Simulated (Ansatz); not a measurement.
## Ta(100) / 3 layers W(100) / Ta(100): resistance against film thickness

Wanted: interface resistance and thickness dependence for Ta(100) / 3 layers W(100) / Ta(100).

Program: Ansatz 0.2.0. Level of theory: Ansatz plane-wave DFT, PBEsol, PAW files; ballistic transport by layer matching (Landauer), zero bias; PAW set soft_1. Results are calculated unless marked as measured.

## Step 1: Starting point

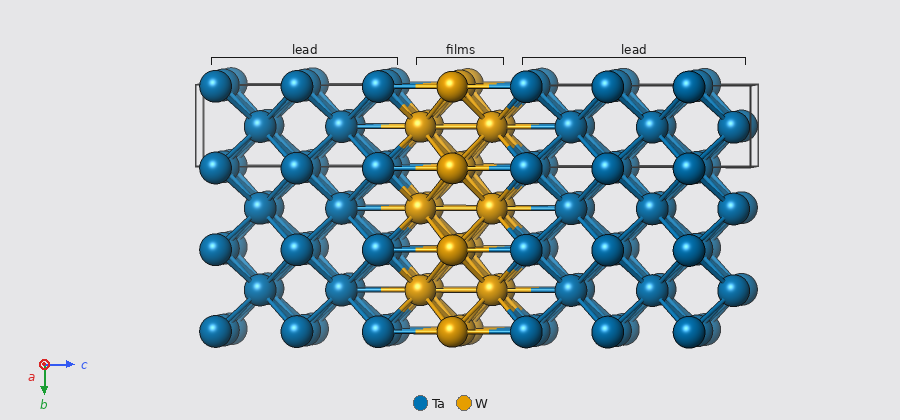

The starting structure, seen from the side, with the c axis across the page (tantalum blue, tungsten orange). 2×3×1 cells are drawn. Some periodic images of atoms are drawn too.

The cell holds 14 atoms: 11 Ta and 3 W. Its edges and angles: a = 3.303 Å, b = 3.303 Å, c = 22.523 Å, α = 90.0°, β = 90.0°, γ = 90.0°. It derives from Ta and W. Regions: lead, 11 atoms (11 Ta); films, 3 atoms (3 W). The structure is stacked along c, and the current runs across the ab planes.

## Step 2: With 3 layers

The film is laid into the lead at the lead's in-plane lattice, and the cell closes on the lead's own image. The mesh across the current, 22×22, is finer than the density's, because channels open and close sharply across the zone. Energies from -1 to 1 eV in steps of 0.036 eV cover the slope of the Fermi function at 300 K, so the program can form a conductance.

File input.yaml:

```yaml
crystal:
  lattice:
    - [3.30256, 0.0, 0.0]
    - [0.0, 3.30256, 0.0]
    - [0.0, 0.0, 22.5234992321]
  atoms:
    - { symbol: Ta, position: [0.0, 0.0, 0.0366568263] }
    - { symbol: Ta, position: [0.5, 0.5, 0.109970479] }
    - { symbol: Ta, position: [0.0, 0.0, 0.1832841317] }
    - { symbol: Ta, position: [0.5, 0.5, 0.2565977844] }
    - { symbol: Ta, position: [0.0, 0.0, 0.3299114371] }
    - { symbol: W, position: [0.5, 0.5, 0.3988265668] }
    - { symbol: W, position: [0.0, 0.0, 0.4633431737] }
    - { symbol: W, position: [0.5, 0.5, 0.5278597805] }
    - { symbol: Ta, position: [0.0, 0.0, 0.5967749102] }
    - { symbol: Ta, position: [0.5, 0.5, 0.6700885629] }
    - { symbol: Ta, position: [0.0, 0.0, 0.7434022156] }
    - { symbol: Ta, position: [0.5, 0.5, 0.8167158683] }
    - { symbol: Ta, position: [0.0, 0.0, 0.890029521] }
    - { symbol: Ta, position: [0.5, 0.5, 0.9633431737] }
kpoints:
  mp_grid: { grid: [11, 11, 2] }
hamiltonian:
  xc: pbesol
  pseudopotentials: { kind: paw, azcp: { folder: soft_1 }, xc_functional: pbe }
scf:
  occupations: { method: fermi_dirac, width: 0.1 }
output:
  transmission: { leads: [[0, 1]], kmesh: [22, 22], e_range: [-1.0, 1.0], de: 0.036 }
  write_potential: true
  write_density: true
  volumetric_format: npy
  elf: true
```

Run with:

```sh
> ansatz run input.yaml --threads 4 --pin off --max-ram 8192MiB --backend cpu --events-out ev --progress --plain --runs-dir out
```

Numbers of over 12 decimals in the logs are rounded to 6 here.

Output:

```text
Engine: ansatz 0.2.0, x86_64-unknown-linux-gnu
Pseudopotentials: kind: paw
Pseudopotential: Ta, paw, valence charge 13, recommended cutoff 420 eV (normal), soft_1/Ta.paw.azcp
Pseudopotential: W, paw, valence charge 14, recommended cutoff 420 eV (normal), soft_1/W.paw.azcp
Functional definition: PBEsol
  exchange = pbesol_x
  correlation = pbesol_c
Crystal: 14 atoms, lattice volume = 245.662 Å³
Basis set: ecut = 420 eV, 4867 PW (Γ)
Bands: 111, of which v1, the nominal top of the filled ones, is band 93 counted from 1 (92 counted from 0)
Symmetry: 16 space group operations
Space group: P4/mmm (ITA 123), of the structure as read, at distance tolerance 6.3e-5 Å
k-points: 42 of 242
Non-local potential: Ta, projectors of the file, l = 0: 3, l = 1: 2, l = 2: 2, l = 3: 1
Non-local potential: W, projectors of the file, l = 0: 3, l = 1: 2, l = 2: 2, l = 3: 1
PAW form: soft (Blöchl's): semilocal exchange-correlation on the pseudo side does not see the compensation charge
PAW frozen core: Ta, regenerated for the run's functional, and the local potential with it (the file was generated under x = pbe(κ = 0.804, μ = 0.219515), c = pbe(β = 0.066725))
PAW frozen core: W, regenerated for the run's functional, and the local potential with it (the file was generated under x = pbe(κ = 0.804, μ = 0.219515), c = pbe(β = 0.066725))
PAW one-centre angular grid: Ta, 590 points (default); XC on 64 Gauss nodes
PAW one-centre angular grid: W, 590 points (default); XC on 64 Gauss nodes
Initial density: superposition of atomic densities (chi_scale 0.1, normalization cell, long waves of neutral atoms (reshape's long-wave potential 18.83 eV rms, cloud 3.32 Å wide))
Initial wavefunctions: pseudopotential atomic-orbital guess
Functional: x = pbesol(κ = 0.804, μ = 0.123457), c = pbesol(β = 0.046)
SCF iter   1: F=—  HF=-138712.669209 eV  |F-HF|=—  |Δ(HF+E_count)|=         —  Δρ=1.71e-1  dr2=2.78e3  ethr=3.10e-3  ⟨swp⟩=6.5  Hψ=18574  notcnv=0
preconditioner: auto → Kerker (q_TF=auto, 2.602 Å⁻¹)  [metal: Δε(μ)=0.003 eV  Ē_g=5.071 eV  σ=0.100 eV  W_gap=0.01  n_scr=70 (ndim 8)  ℏωp=20.2 eV  f_vac=0.000  D(μ)=7.27/eV (n_scr^D=52)]
SCF iter   2: F=—  HF=-138664.062145 eV  |F-HF|=—  |Δ(HF+E_count)|=    4.86e1  Δρ=7.60e-2  dr2=4.96e2  ethr=3.10e-3  ⟨swp⟩=5.6  Hψ=15141  notcnv=0  defer=3
SCF iter   3: F=—  HF=-138655.189737 eV  |F-HF|=—  |Δ(HF+E_count)|=    8.87e0  Δρ=2.80e-2  dr2=2.53e1  ethr=3.10e-3  ⟨swp⟩=9.7  Hψ=23935  notcnv=0  defer=54
SCF iter   4: F=—  HF=-138654.542069 eV  |F-HF|=—  |Δ(HF+E_count)|=   6.48e-1  Δρ=8.72e-3  dr2=2.08e0  ethr=3.10e-3  ⟨swp⟩=5.0  Hψ=9390  notcnv=0  defer=49
SCF iter   5: F=—  HF=-138654.470018 eV  |F-HF|=—  |Δ(HF+E_count)|=   7.21e-2  Δρ=3.72e-3  dr2=5.94e-1  ethr=1.13e-3  ⟨swp⟩=2.0  Hψ=5431  notcnv=0  defer=53
SCF iter   6: F=—  HF=-138654.455812 eV  |F-HF|=—  |Δ(HF+E_count)|=   1.42e-2  Δρ=1.03e-3  dr2=6.01e-2  ethr=3.21e-4  ⟨swp⟩=1.2  Hψ=4762  notcnv=0  defer=55
SCF iter   7: F=—  HF=-138654.454818 eV  |F-HF|=—  |Δ(HF+E_count)|=   9.94e-4  Δρ=1.03e-4  dr2=7.47e-4  ethr=3.25e-5  ⟨swp⟩=1.2  Hψ=4660  notcnv=0  defer=54
SCF iter   8: F=—  HF=-138654.454877 eV  |F-HF|=—  |Δ(HF+E_count)|=   5.87e-5  Δρ=2.41e-5  dr2=1.04e-5  ethr=4.04e-7  ⟨swp⟩=2.7  Hψ=6348  notcnv=0  defer=49
SCF iter   9: F=—  HF=-138654.455031 eV  |F-HF|=—  |Δ(HF+E_count)|=   1.54e-4  Δρ=7.60e-6  dr2=2.78e-6  ethr=5.63e-9  ⟨swp⟩=2.2  Hψ=6089  notcnv=0  defer=52
SCF iter  10: F=—  HF=-138654.455031 eV  |F-HF|=—  |Δ(HF+E_count)|=   1.11e-7  Δρ=1.82e-6  dr2=2.79e-7  ethr=1.50e-9  ⟨swp⟩=1.0  Hψ=4607  notcnv=0  defer=52
SCF iter  11: F=-138654.455031 eV  HF=-138654.455031 eV  |F-HF|=3.58e-9  |Δ(HF+E_count)|=   4.80e-9  Δρ=3.76e-7  dr2=3.73e-9  ethr=5.41e-11  ⟨swp⟩=12.3  Hψ=14185  notcnv=0
SCF 1 converged in 11 iterations: F = -138654.455031 eV  dr2 = 3.73e-9
  greatest PAW one-centre occupation: 0.999 electrons in one spin orbital (limit 2), on the W atom at site 6 (counted from 0), in its partial waves of l = 0
transmission: 320 of 3198 steps passed
transmission: 642 of 3198 steps passed
[...]
transmission: 3198 of 3198 steps passed
SCF converged after 11 iterations
Free energy (F): -138654.455031 eV
Harris-Foulkes:  -138654.455031 eV  (|F-HF|=3.58e-9)
Internal energy: -138653.992471 eV  (E = F + TS)
E sigma→0 (E₀):  -138654.223751 eV
Entropy (-TS):   -0.462560 eV (-33.040 meV/atom)
Fermi energy:    19.019936 eV
--- Per-component energies (eV) ---
  E_band       = -1456.533868
  E_kinetic    = 5592.742940
  E_local      = -8856.460574  (includes V_loc(G=0)·N_el)
  E_nonlocal   = -163.290442
  E_hartree    = 3440.090207
  E_xc         = -4304.517752
  E_vxc        = -3261.385514  (∫ρ·V_xc dr)
  E_paw        = -115347.979686  (= ΣΔE_a)
  E_vpaw       = -1648.320481  (= ΣTr[D̂ρ^β])
  E_aug_tail   = 0.001552  (compensation charges beyond the density's cutoff)
  E_ewald      = -19017.595130
  E_core_change = 3.016414  (= ΣΔE_core)
  E_smearing   = -0.462560  (= −TS)
  E_closure    = 0.000000  (closes the sum)
  Σ components = -138654.455031   (vs F -138654.455031, Δ=0.00e0)
--- Band table (eV; the first three rows and the last of 42) ---
  k-point 0: bands = [... 89 lower, 19.7044, 19.7044, 19.7434, 19.7434, 19.7571, 19.7571, 19.8123, 20.1887, ... 14 higher]
  k-point 1: bands = [... 89 lower, 19.6614, 19.6767, 19.6767, 19.7173, 19.7173, 19.8660, 19.9669, 19.9669, ... 14 higher]
  k-point 2: bands = [... 89 lower, 19.5211, 19.5990, 19.6723, 19.8466, 19.8634, 19.8779, 19.8869, 19.9841, ... 14 higher]
  k-point 41: bands = [... 89 lower, 18.2278, 18.9957, 19.0637, 19.1656, 19.2645, 19.9140, 19.9195, 20.1955, ... 14 higher]
--- Transmission ---
  basis      : 97 plane waves across, 41 finite elements along
  points     : 78, standing for a mesh of 22 x 22
  filling    : by the input's occupations and mesh, since the crystals that have channels conduct as metals do. If one of these is a semiconductor, that mesh has misplaced its level
  energies   : 56 from -1.000000 to 0.980000 eV about the Fermi level, 0.036000 eV apart; the leads are filled to 0.000000 eV, and channels, transmission and decay are at 0.008000 eV
  crystal 0  : Ta1, at the sites [0, 1], period 1.6513 Å, over 18.16 Å; its Hamiltonian steps by up to 6.1 meV
    offset         : up to 0.0000 Å between an atom of the period and one for which it stands
    filled         : 16.6 meV over the level at which it is neutral
    channels       : 2.526860e0 a spin
    conductance    : 1.8084e15 S/m² at 300 K; may be off by some 0.0 % by where its bands' edges are placed, 3.9 % from the k-mesh, 1.3 % from the distance to neutral
    slowest decay  : 0.0803 /Å at (0.3182, 0.3182)
  junction   : crystal 0 to crystal 0, -0.70 to 20.17 Å
    transmission   : 1.527551e0 a spin
    conductance    : 1.0882e15 S/m² at 300 K (1.0963e15 on every other point, 1.0864e15 on every other energy)
    error estimate : 0.2 % from the energy spacing and 0.0 % from band edges of the leads and from resonances (wavevectors taken as independent; lower de), 3.2 % from the k-mesh, 1.1 % from the steps of its leads' Hamiltonians or their offsets (lay more layers), 0.7 % from the distance to neutral
    resistance     : 3.6597e-4 Ω µm² beyond half of each lead's own
```

Elapsed: 2.1 min, on 4 threads of Intel Xeon 6975P-C (Granite Rapids), shared host; peak memory 1.3 GiB.

The column dr2 measures how far the density is from self-consistency, as an energy; F and HF (Harris–Foulkes) agree once it is small.

Numbers from this step:

- free energy: -138654.4550 eV
- energy at zero smearing: -138654.2238 eV
- Fermi energy: 19.02 eV
- cell area: 10.91 Å²
- step of the lead's potential: 6.1 meV
- ballistic conductance of the lead: 1.81e15 S/m²
- estimated errors of the lead's conductance: 0, 3.9, 1.3 % (band edges, k-mesh, distance from neutral)
- lead conductance per cell: 2.546 G₀
- conductance of the junction: 1.09e15 S/m²
- junction conductance per cell: 1.532 G₀
- estimated errors of the junction's conductance: 0.2, 0, 3.2, 1.1, 0.7 % (energy step, band edges, k-mesh, leads' steps, distance from neutral)
- area resistance that the stack adds (contact term taken off, spin by spin): 0.3660 fΩ m²

Per spin. The transmission, zone mean by energy, zero at the Fermi level:

| energy (eV) | transmission, zone mean |
| --- | --- |
| -1.000 | 1.26 |
| -0.784 | 1.23 |
| -0.604 | 1.15 |
| -0.388 | 1.23 |
| -0.208 | 1.61 |
| -0.136 | 1.62 |
| 0.008 | 1.53 |
| 0.188 | 1.38 |
| 0.404 | 1.16 |
| 0.584 | 0.992 |
| 0.800 | 0.813 |

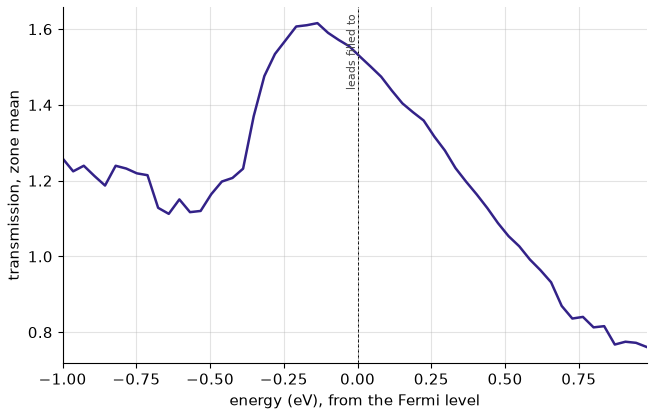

Transmission, zone mean against energy.

Per spin. Open channels, zone mean, lead against energy, zero at the Fermi level:

| energy (eV) | open channels, zone mean, lead |
| --- | --- |
| -1.000 | 2.20 |
| -0.892 | 2.04 |
| -0.784 | 2.33 |
| -0.712 | 2.21 |
| -0.604 | 2.35 |
| -0.496 | 2.41 |
| -0.388 | 2.87 |
| -0.316 | 3.09 |
| -0.208 | 3.02 |
| -0.100 | 2.68 |
| 0.008 | 2.53 |
| 0.116 | 2.35 |
| 0.188 | 2.14 |
| 0.296 | 2.00 |
| 0.404 | 1.80 |
| 0.512 | 1.62 |
| 0.584 | 1.47 |
| 0.692 | 1.16 |
| 0.800 | 1.02 |
| 0.908 | 0.979 |

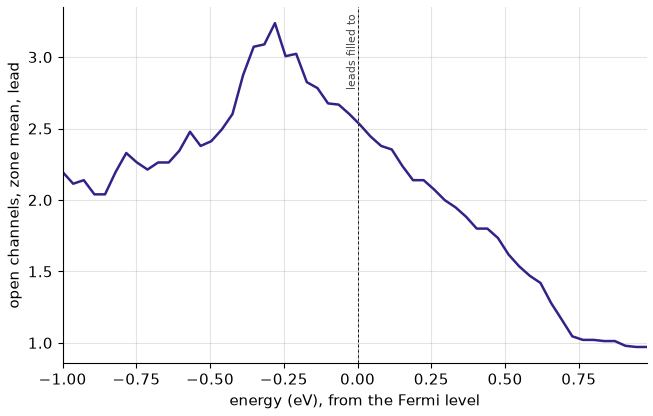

Open channels, zone mean, lead, plotted against energy.

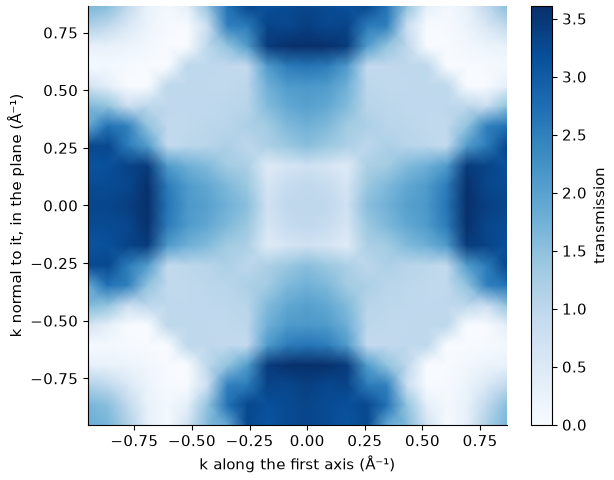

Transmission over k1 and k2. At 0.0080 eV from the Fermi level.

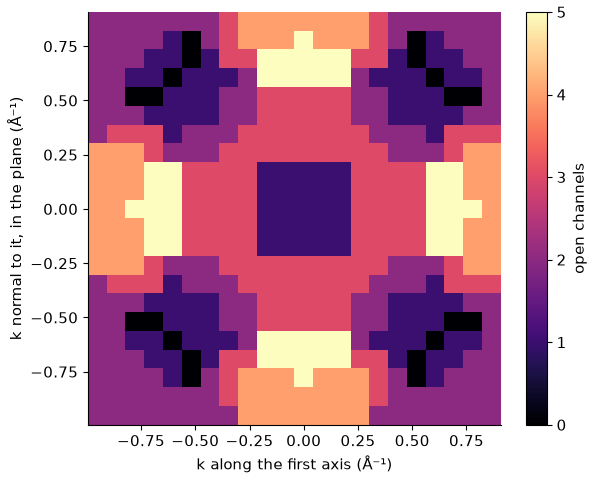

Open channels over k1 and k2. At 0.0080 eV from the Fermi level.

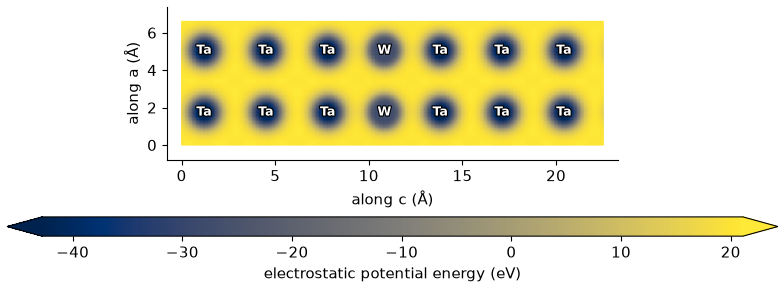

Electrostatic potential energy in the ca plane at fractional y = 0.000, with atoms of Ta and W within 0.2 Å of it. With pseudopotentials it is smooth inside the atoms' cores, unlike the true potential. The map starts off the cell's origin, so that atoms lie inside it.

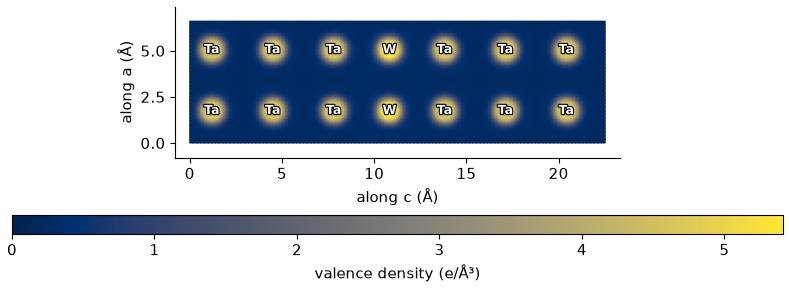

Valence density in the ca plane at fractional y = 0.000, with atoms of Ta and W within 0.2 Å of it. It is the smooth field of the valence electrons, not physical close to the nuclei. The map starts off the cell's origin, so that atoms lie inside it.

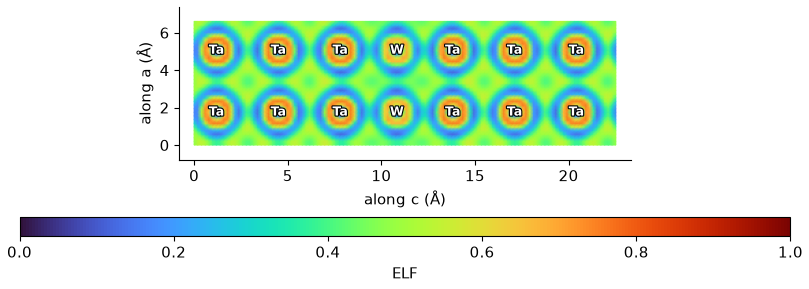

ELF in the ca plane at fractional y = 0.000, with atoms of Ta and W within 0.2 Å of it. It is the smooth field of the valence electrons, not physical close to the nuclei. The map starts off the cell's origin, so that atoms lie inside it.

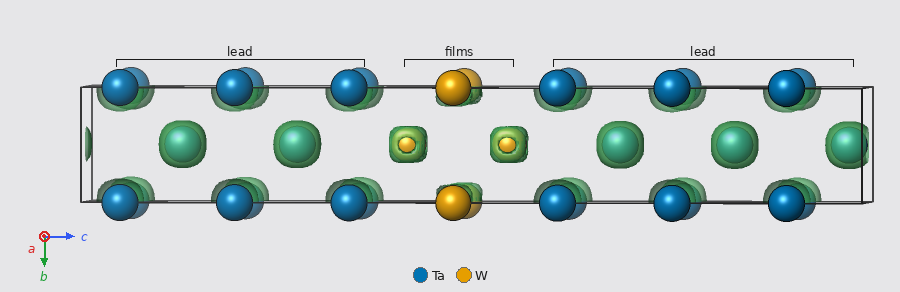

Surface of ELF = 0.69.

The lead's potential steps by 6.1 meV from period to period, small in itself. The program estimates the junction's conductance to 3.2 % from the k-mesh, 0.7 % from the leads' distance from neutral and 1.1 % from their steps.

By hand: 1/G − 1/G_lead = 1/1.088 − 1/1.808 = 0.366 fΩ m² with G in 10¹⁵ S/m².

## Step 3: With 5 layers, k-mesh 11×11×1, film layers 5

The stack now holds 5 film layers; the k-mesh follows the cell, and the energies span -0.27 to 0.27 eV.

System of this step: Ta(100) / 5 layers W(100) / Ta(100). The cell holds 16 atoms: 11 Ta and 5 W. Its edges and angles: a = 3.303 Å, b = 3.303 Å, c = 25.430 Å, α = 90.0°, β = 90.0°, γ = 90.0°. It derives from Ta and W. Regions: lead, 11 atoms (11 Ta); films, 5 atoms (5 W). The structure is stacked along c, and the current runs across the ab planes.

File input.yaml:

```yaml
crystal:
  lattice:
    - [3.30256, 0.0, 0.0]
    - [0.0, 3.30256, 0.0]
    - [0.0, 0.0, 25.4297787201]
  atoms:
    - { symbol: Ta, position: [0.0, 0.0, 0.0324674473] }
    - { symbol: Ta, position: [0.5, 0.5, 0.0974023418] }
    - { symbol: Ta, position: [0.0, 0.0, 0.1623372364] }
    - { symbol: Ta, position: [0.5, 0.5, 0.227272131] }
    - { symbol: Ta, position: [0.0, 0.0, 0.2922070255] }
    - { symbol: W, position: [0.5, 0.5, 0.3532460888] }
    - { symbol: W, position: [0.0, 0.0, 0.4103893208] }
    - { symbol: W, position: [0.5, 0.5, 0.4675325527] }
    - { symbol: W, position: [0.0, 0.0, 0.5246757847] }
    - { symbol: W, position: [0.5, 0.5, 0.5818190166] }
    - { symbol: Ta, position: [0.0, 0.0, 0.6428580799] }
    - { symbol: Ta, position: [0.5, 0.5, 0.7077929745] }
    - { symbol: Ta, position: [0.0, 0.0, 0.772727869] }
    - { symbol: Ta, position: [0.5, 0.5, 0.8376627636] }
    - { symbol: Ta, position: [0.0, 0.0, 0.9025976582] }
    - { symbol: Ta, position: [0.5, 0.5, 0.9675325527] }
kpoints:
  mp_grid: { grid: [11, 11, 1] }
hamiltonian:
  xc: pbesol
  pseudopotentials: { kind: paw, azcp: { folder: soft_1 }, xc_functional: pbe }
scf:
  occupations: { method: fermi_dirac, width: 0.1 }
output:
  transmission:
    leads: [[0, 1]]
    kmesh: [22, 22]
    e_range: [-0.27, 0.27]
    de: 0.036
  write_potential: true
  write_density: true
  volumetric_format: npy
```

Output:

```text
[...]
Crystal: 16 atoms, lattice volume = 277.360 Å³
Basis set: ecut = 420 eV, 5469 PW (Γ)
Bands: 128, of which v1, the nominal top of the filled ones, is band 107 counted from 1 (106 counted from 0)
Symmetry: 16 space group operations
[...]
k-points: 21 of 121
[...]
--- Transmission ---
  basis      : 97 plane waves across, 42 finite elements along
  points     : 78, standing for a mesh of 22 x 22
[...]
filled         : 14.6 meV over the level at which it is neutral
    channels       : 2.526860e0 a spin
[...]
slowest decay  : 0.0827 /Å at (0.3182, 0.3182)
  junction   : crystal 0 to crystal 0, -0.70 to 23.08 Å
    transmission   : 1.203358e0 a spin
[...]
resistance     : 6.0987e-4 Ω µm² beyond half of each lead's own
[key lines of the parts left out:]
SCF converged after 11 iterations
Free energy (F): -159169.308085 eV
Fermi energy:    19.389297 eV
```

Wall time 57 s (4 threads); peak memory 1.3 GiB; 3.4 min of CPU time.

This step gave:

```
free energy                                                                : -159169.3081 eV
energy at zero smearing                                                    : -159169.0690 eV
Fermi energy                                                               : 19.39 eV
step of the lead's potential                                               : 5.4 meV
estimated errors of the lead's conductance                                 : 0, 3.9, 1.1 % (band edges, k-mesh, distance from neutral)
lead conductance per cell                                                  : 2.549 G₀
conductance of the junction                                                : 8.61e14 S/m²
junction conductance per cell                                              : 1.211 G₀
estimated errors of the junction's conductance                             : 0.1, 0, 4.7, 0.9, 0.6 % (energy step, band edges, k-mesh, leads' steps, distance from neutral)
area resistance that the stack adds (contact term taken off, spin by spin) : 0.6099 fΩ m²
```

Per spin. The transmission, zone mean by energy, zero at the Fermi level:

| energy (eV) | transmission, zone mean |
| --- | --- |
| -0.270 | 1.30 |
| -0.234 | 1.32 |
| -0.198 | 1.32 |
| -0.162 | 1.30 |
| -0.126 | 1.28 |
| -0.090 | 1.25 |
| -0.054 | 1.24 |
| -0.018 | 1.22 |
| 0.018 | 1.20 |
| 0.054 | 1.18 |
| 0.090 | 1.16 |
| 0.126 | 1.14 |
| 0.162 | 1.12 |
| 0.198 | 1.10 |
| 0.234 | 1.06 |
| 0.270 | 1.03 |

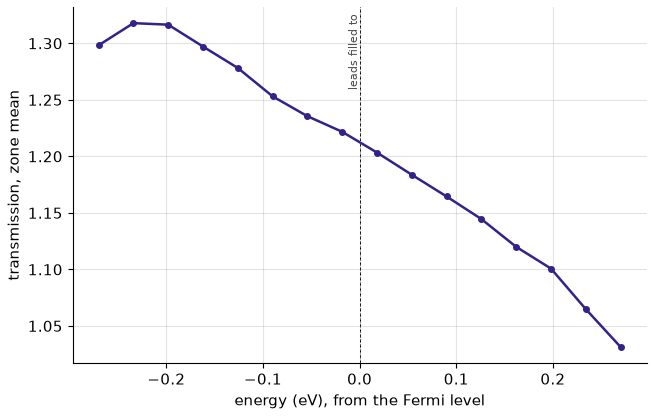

Transmission, zone mean, plotted against energy.

The conductance of the junction is 8.6e14 S/m², 21 % under the 1.1e15 S/m² of the last finished run.

(Continued in part 2 of 2.)

[Logs are printed without paths, hosts, clocks, repeated set-up lines and the standing remarks that a program may print on its own settings, such as how far it seeks lower states.]

[Hosts, paths, dates, database ids (printed as entryN), source tags and the programs' standing remarks are cut or masked in the printed files.]
